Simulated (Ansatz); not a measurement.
# Formation energy and levels of the substitutional impurity Na_Al in AlN (P6_3mc), part 2 of 2

Aim: at which Fermi levels does Na_Al in AlN (P6_3mc) change its charge? The model is a cell of 72 host atoms with 1 Al taken out and 1 Na put in.

Ansatz; place-levels on r2SCAN runs: charge-transition levels and formation energies with image-charge correction and potential alignment at the atomic sites; PAW set soft_1.

So far: Starting point; What was run first.

### Step 3. Levels against the band edges, r2SCAN

A charged cell interacts with its images and the background, and its potential has another zero than the host's. place-levels removes the first by a point-charge model, screened by the static dielectric constant since the ions have relaxed around the charge, and the second by comparing potentials at atoms far from the defect.

The host is a run of the defect-free crystal in the same cutoffs, grids and k-points, so that basis and sampling errors cancel in part in the differences. The host is run in a cell of 8 atoms on a matching mesh. Its band edges are searched through the zone by a band path, so the gap is smaller than, or equal to, that on the mesh. Chemical potentials are energies per atom of Al (fcc) and Na (bcc), run with the same functional and cutoff.

The input, levels.point.yaml:

```yaml
host:
  run: host.point.run
states: [qm2.point.run, qm1_M1.point.run, q0.point.run, q0_M2.point.run, qp1_M1.point.run, qp1_M3.point.run]
geometry_from:
  qm2.point.run: qm2.relax.run
  qm1_M1.point.run: qm1_M1.relax.run
  q0.point.run: q0.relax_smeared.run
  q0_M2.point.run: q0_M2.relax.run
  qp1_M1.point.run: qp1_M1.relax.run
  qp1_M3.point.run: qp1_M3.relax.run
  host.point.run: host.relax.run
chemical_potentials:
  Al:
    energy: -540.418346
    dataset: <sha256 of the dataset>
  Na:
    energy: -1488.616329
    dataset: <sha256 of the dataset>
epsilon: [4.49, 4.49, 4.72]
static_epsilon: [8.15, 8.15, 9.65]
vertical:
  - { from: qm2.point.run, to: qm2.point_neutral.run }
  - { from: qm1_M1.point.run, to: qm1_M1.point_neutral.run }
  - { from: qp1_M1.point.run, to: qp1_M1.point_neutral.run }
  - { from: qp1_M3.point.run, to: qp1_M3.point_neutral.run }
```

Run with:

```bash
$ ansatz place-levels levels.point.yaml -- --threads 4 --pin off --max-ram 15073MiB
```

The log of the run:

```text
[... repeated set-up lines and file paths are left out, and long positions are rounded to six places ...]
(+1/0) 0.302 eV above the valence edge, 4.576 eV under the conduction edge
(0/-1) 1.066 eV above the valence edge, 3.812 eV under the conduction edge
(-1/-2) 1.620 eV above the valence edge, 3.258 eV under the conduction edge
formation energy of charge +1: +7.173 eV with the Fermi level at the valence edge
formation energy of charge 0: +7.475 eV with the Fermi level at the valence edge
formation energy of charge -1: +8.541 eV with the Fermi level at the valence edge
formation energy of charge -2: +10.161 eV with the Fermi level at the valence edge
vertical -2 to 0: no energy, since no alignment is typed
  the change from vertical[0].from (qm2.point.run) to vertical[0].to (qm2.point_neutral.run): by its potential at epsilon [4.49, 4.49, 4.72] it stands at 0.486 0.513 0.450, with an rms radius of about 2.8 Å (1.6 1.6 1.7 Å across the planes of the cell's [...]
vertical -1 to 0: no energy, since no alignment is typed
  the change from vertical[1].from (qm1_M1.point.run) to vertical[1].to (qm1_M1.point_neutral.run): by its potential at epsilon [4.49, 4.49, 4.72] it stands at 0.441 0.557 0.470, with an rms radius of about 3.2 Å (1.8 1.8 1.9 Å across the planes of the cell's [...]
vertical +1 to 0: no energy, since no alignment is typed
  the change from vertical[2].from (qp1_M1.point.run) to vertical[2].to (qp1_M1.point_neutral.run): by its potential at epsilon [4.49, 4.49, 4.72] it stands at 0.450 0.550 0.534, with an rms radius of about 2.1 Å (1.0 1.0 1.6 Å across the planes of the cell's [...]
vertical +1 to 0: no energy, since no alignment is typed
  the change from vertical[3].from (qp1_M3.point.run) to vertical[3].to (qp1_M3.point_neutral.run): by its potential at epsilon [4.49, 4.49, 4.72] it stands at 0.465 0.534 0.481, with an rms radius of about 2.0 Å (1.0 1.0 1.4 Å across the planes of the cell's [...]
  edges by r2scan, gap 4.878 eV; the host is sampled to repeats of 18.64 Å
  the defect's cells are sampled to repeats of 18.64 Å, like sampling
  charge +1: -34373.4552 eV with its correction of +0.164 eV, at epsilon [8.15, 8.15, 9.65], aligned at sites: -0.0983 eV, mean over 33 atomic sites at or beyond 4.66 Å from the host's site at [0.4444, 0.5556, 0.4997] by the defect at [0.4444, 0.5556, [...]
  charge 0: +0.000 eV for its dipole among its images, +0.000 omitted
  charge -1: -34358.2509 eV with its correction of +0.311 eV, at epsilon [8.15, 8.15, 9.65], aligned at sites: -0.0481 eV, mean over 33 atomic sites at or beyond 4.66 Å from the host's site at [0.4444, 0.5556, 0.4997] by the defect at [0.4444, 0.5556, [...]
  states[1] (qm1_M1.point.run): levels filled in part (TS 0.005 eV): its energy is of no whole electron's
  charge -2: -34349.7124 eV with its correction of +1.113 eV, at epsilon [8.15, 8.15, 9.65], aligned at sites: -0.0308 eV, mean over 33 atomic sites at or beyond 4.66 Å from the host's site at [0.4444, 0.5556, 0.4997] by the defect at [0.4444, 0.5556, [...]
  charge +1: states[4] (qp1_M1.point.run) stands 0.084 eV higher, with a moment of 1.00 μB against 3.00
  charge 0: states[2] (q0.point.run) stands 0.508 eV higher, with a moment of 0.00 μB against 2.00
  states[2] (q0.point.run): levels filled in part (TS 0.021 eV): its energy is of no whole electron's
  of states[5] (qp1_M3.point.run): its alignment with the host at atomic sites is doubtful: the mean over the far sites moves by -0.0660 eV from their farther parts to their nearer, more than 0.05 eV. [...]
  of states[3] (q0_M2.point.run): its displacements don't fall off away from the defect: farther atoms stand 0.011 Å off the host's places. [...]
  of states[1] (qm1_M1.point.run): it parts from the run at its places by a charge that spreads by about 1.8 Å along one vector (1.4 Å or more is wide), by its potential at epsilon [4.49, 4.49, 4.72], taken for that of held ions (one typed too small widens [...]
  of states[0] (qm2.point.run): it parts from the run at its places by a charge that spreads by about 1.6 Å along one vector (1.4 Å or more is wide), by its potential at epsilon [4.49, 4.49, 4.72], taken for that of held ions (one typed too small widens it), [...]
  of states[4] (qp1_M1.point.run): its alignment with the host at atomic sites is doubtful: the mean over the far sites moves by -0.0688 eV from their farther parts to their nearer, more than 0.05 eV. [...]
  of states[2] (q0.point.run): its alignment with the host at atomic sites is doubtful: the mean over the far sites moves by -0.0551 eV from their farther parts to their nearer, more than 0.05 eV. [...]
  of vertical[0].from (qm2.point.run): it parts from the run at its places by a charge that spreads by about 1.6 Å along one vector (1.4 Å or more is wide), by its potential at epsilon [4.49, 4.49, 4.72], taken for that of held ions (one typed too small [...]
  vertical[0].to (qm2.point_neutral.run): levels filled in part (TS 0.021 eV): its energy is of no whole electron's
  vertical[1].from (qm1_M1.point.run): levels filled in part (TS 0.005 eV): its energy is of no whole electron's
  of vertical[1].from (qm1_M1.point.run): stability_check_not_made; [...]
  vertical[1].to (qm1_M1.point_neutral.run): levels filled in part (TS 0.018 eV): its energy is of no whole electron's
  of vertical[2].from (qp1_M1.point.run): its displacements don't fall off away from the defect: farther atoms stand 0.017 Å off the host's places. [...]
  vertical[2].to (qp1_M1.point_neutral.run): levels filled in part (TS 0.019 eV): its energy is of no whole electron's
  of vertical[2].to (qp1_M1.point_neutral.run): its displacements don't fall off away from the defect: farther atoms stand 0.017 Å off the host's places. [...]
  of vertical[3].from (qp1_M3.point.run): its displacements don't fall off away from the defect: farther atoms stand 0.015 Å off the host's places. [...]
  vertical[3].to (qp1_M3.point_neutral.run): levels filled in part (TS 0.019 eV): its energy is of no whole electron's
  of vertical[3].to (qp1_M3.point_neutral.run): its displacements don't fall off away from the defect: farther atoms stand 0.015 Å off the host's places. [...]
```

Elapsed: 0.75 s, on 4 threads of Arm Neoverse V1, shared host.

Levels between the charges placed, in eV above the valence top:

```
        gap (eV)  (+1/0)  (0/−1)  (−1/−2)
r2SCAN      4.88    0.30    1.07     1.62
```

Corrections by state:

```
charge  moment (μB)  image terms and alignment (eV)  band filling (eV)                               ε used  over the lowest of its charge, as the program ranks them, band filling apart (eV)
    +1          3.0                           0.164                  -  principal values (8.15, 8.15, 9.65)                                                                              0.000
     0          2.0                           0.000                  -                                    -                                                                              0.000
    −1          1.0                           0.311                  -  principal values (8.15, 8.15, 9.65)                                                                              0.000
    −2          0.0                           1.113                  -  principal values (8.15, 8.15, 9.65)                                                                              0.000
    +1          1.0                           0.155                  -  principal values (8.15, 8.15, 9.65)                                                                              0.084
     0          0.0                           0.000                  -                                    -                                                                              0.508
```

The charged structures listed were also run neutral, and place-levels reads from each pair, by the potential or the spins, how wide the charge is by which they differ; that can be the carrier of either run.

```
charge  rms radius (Å)  spread where it is widest against the cell (Å)  wide from (Å)  reading
    +1             2.0                                            1.40           1.72   narrow
    −1             3.2                                            1.78           1.40     wide
    −2             2.8                                            1.61           1.40     wide
```

The neutral runs of these pairs need not share the spin of the lowest neutral state, and very wide values only mean spread over the cell.

From the program's caveats on the states, each cut to its opening words:

- charge +1 (3 μB): its alignment with the host at atomic sites is doubtful: the mean over the far sites moves by -0.0660 eV from their farther parts to their nearer, more than [...]
- charge +1 (3 μB): its displacements don't fall off away from the defect: farther atoms stand 0.015 Å off the host's places
- charge +1 (3 μB), 0 (2 μB), −1 (1 μB), +1 (1 μB): flagged: stability check not made
- charge 0 (2 μB): its displacements don't fall off away from the defect: farther atoms stand 0.011 Å off the host's places
- charge −1 (1 μB): it parts from the run at its places by a charge that spreads by about 1.8 Å along one vector (1.4 Å or more is wide), by its potential at epsilon [4.49, 4.49, [...]
- charge −2: it parts from the run at its places by a charge that spreads by about 1.6 Å along one vector (1.4 Å or more is wide), by its potential at epsilon [4.49, 4.49, [...]
- charge +1 (1 μB): its alignment with the host at atomic sites is doubtful: the mean over the far sites moves by -0.0688 eV from their farther parts to their nearer, more than [...]
- charge +1 (1 μB): its displacements don't fall off away from the defect: farther atoms stand 0.017 Å off the host's places
- charge 0: its alignment with the host at atomic sites is doubtful: the mean over the far sites moves by -0.0551 eV from their farther parts to their nearer, more than [...]
- charge 0: its displacements don't fall off away from the defect: farther atoms stand 0.012 Å off the host's places

The host's formation energy from the elements is -1.627 eV per atom; it sets how far the chemical potentials can move.

Limit set by the element alone; other compounds of these elements are not counted. Chemical potentials from the elements' reference states: Al 0.00 eV, N -3.25 eV, Na 0.00 eV. Formation energies (Al-rich), with the Fermi level at the valence top and at the conduction bottom (gap 4.88 eV):

```
charge  at valence top (eV)  at conduction bottom (eV)  correction included (eV)
    +1                 7.17                      12.05                      0.16
     0                 7.47                       7.47                      0.00
    −1                 8.54                       3.66                      0.31
    −2                10.16                       0.41                      1.11
```

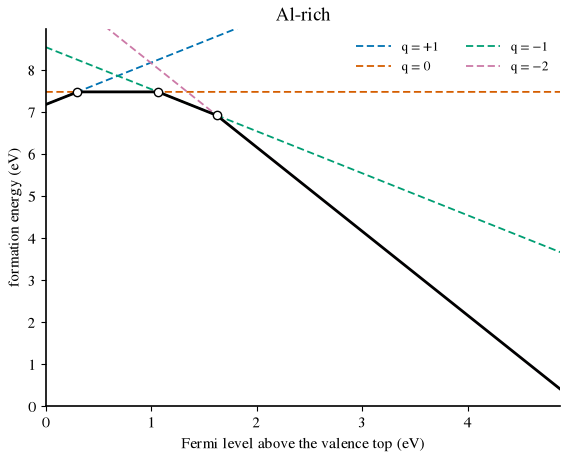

Formation energy against Fermi level; the thick line follows the lowest charge state and circles mark the transition levels.

Limit set by the element alone; other compounds of these elements are not counted. Chemical potentials from the elements' reference states: N 0.00 eV, Al -3.25 eV, Na 0.00 eV. Formation energy by charge state (N-rich; gap 4.88 eV):

```
charge  at valence top (eV)  at conduction bottom (eV)  correction included (eV)
    +1                 3.92                       8.80                      0.16
     0                 4.22                       4.22                      0.00
    −1                 5.29                       0.41                      0.31
    −2                 6.91                      -2.85                      1.11
```

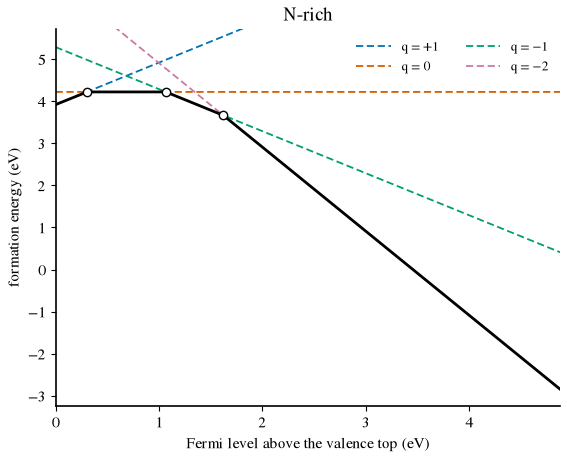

Formation energy against Fermi level; the thick line follows the lowest charge state and circles mark the transition levels.

### Step 4. Results

| Quantity | Value |
| --- | --- |
| gap of the host | 4.88 eV (r2SCAN) |
| level (plus 1/0) | 0.30 eV above the valence top |
| level (0/minus 1) | 1.07 eV above the valence top |
| level (minus 1/minus 2) | 1.62 eV above the valence top |
| lowest of the charges placed, just above the valence top (0.02 eV) | +1 |
| lowest of the charges placed, just below the conduction bottom (0.02 eV) | −2 |
| lowest formation energy at mid-gap of the charges run, Al-rich | 5.28 eV |
| lowest formation energy at mid-gap of the charges run, N-rich | 2.03 eV |

What this shows: Of the charges placed (−2, −1, 0 and +1), the lowest changes at 0.30 eV (+1/0), 1.07 eV (0/−1) and 1.62 eV (−1/−2) above the valence top, in a gap of 4.88 eV. Charges above +1 and below −2 were not placed, so these runs say nothing of levels that involve them. States placed: +1 at 3 μB and 1 μB; 0 at 2 μB and 0 μB; −1 at 1 μB; −2 at 0 μB. Other spin states or structures, where not listed, weren't placed. Na is taken at its element; compounds, which aren't counted here, bound the chemical potentials and would shift these formation energies. The program doubts the alignment of potentials for at least one state, a sign that the cell is small. What this leaves open: r2SCAN makes the gap too small and tends to spread out bound carriers; where a gas molecule sets a chemical potential or the host's formation energy, its binding is uncorrected; force components of up to 0.27 eV/Å remain in a run at the final settings.

[Logs are printed without paths, hosts, clocks, repeated set-up lines and the standing remarks that a program may print on its own settings, such as how far it seeks lower states.]

[Hosts, paths, dates, database ids (printed as entryN), source tags and the programs' standing remarks are cut or masked in the printed files.]

[Where a table of states has a column of steps, it counts the stored structures, which are thinned; the runs took as many ionic steps or more.]

[A defect's name tells the site on which it was built; relaxed atoms can leave that site.]

[For some hosts the program warned that the k-mesh of the response run may be too coarse for force constants and the static dielectric constant; such warnings are not shown here.]
